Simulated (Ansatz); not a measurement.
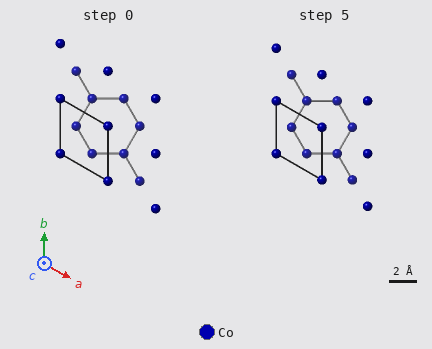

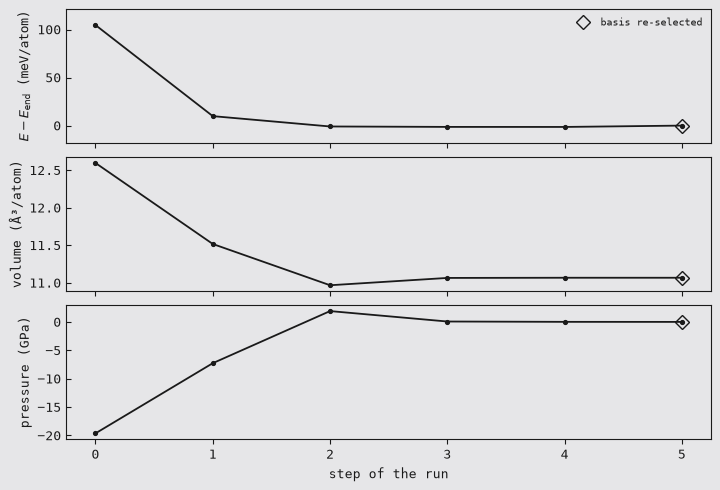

First and last geometry of a relaxation of a crystal of Co (built on the omega_191 type) (coarse preliminary run), with the history of the run. Style: ball-and-stick. Shown: the cell of the calculation, repeated 2 × 2 × 1 with one cell outlined, along the c axis.

Case: omega type (P6/mmm, No. 191).

Method: DFT PBE, scalar-relativistic, plane waves, PAW (Ansatz). Settings: plane-wave cutoff 420 eV; k-point mesh 6 × 6 × 6; occupations gaussian; smearing width 0.1 eV; collinear spin; cell and atoms relaxed; force threshold 0.04 eV/Å; at most 70 steps.

Question: What do the curves and the structures tell?

Answer: It converged. No atom moves by more than 0.005 Å relative to the cell. The drawn cell changes as follows: a = b 4.144 → 3.967 Å (−4.3 %), c 2.541 → 2.436 Å (−4.1 %); the volume changes by −12.1 %. Among the contacts that change: Co–Co 2.541 → 2.436 Å, Co–Co 2.393 → 2.290 Å. The space group stays P6/mmm (No. 191). The energy falls by 105 meV per atom in 4 accepted moves (5 points after the start). All forces vanish by symmetry, so only the cell relaxes. The pressure goes from −19.63 to 0.01 GPa. At 1 point the geometry stayed and the basis and grid were re-selected for the new cell (energy shift of 1.4 meV per atom at most each time). The run took of the order of 30 core-seconds on a shared host.

Limits of the set-up: the k-point mesh is coarse for a cell with partly filled bands.
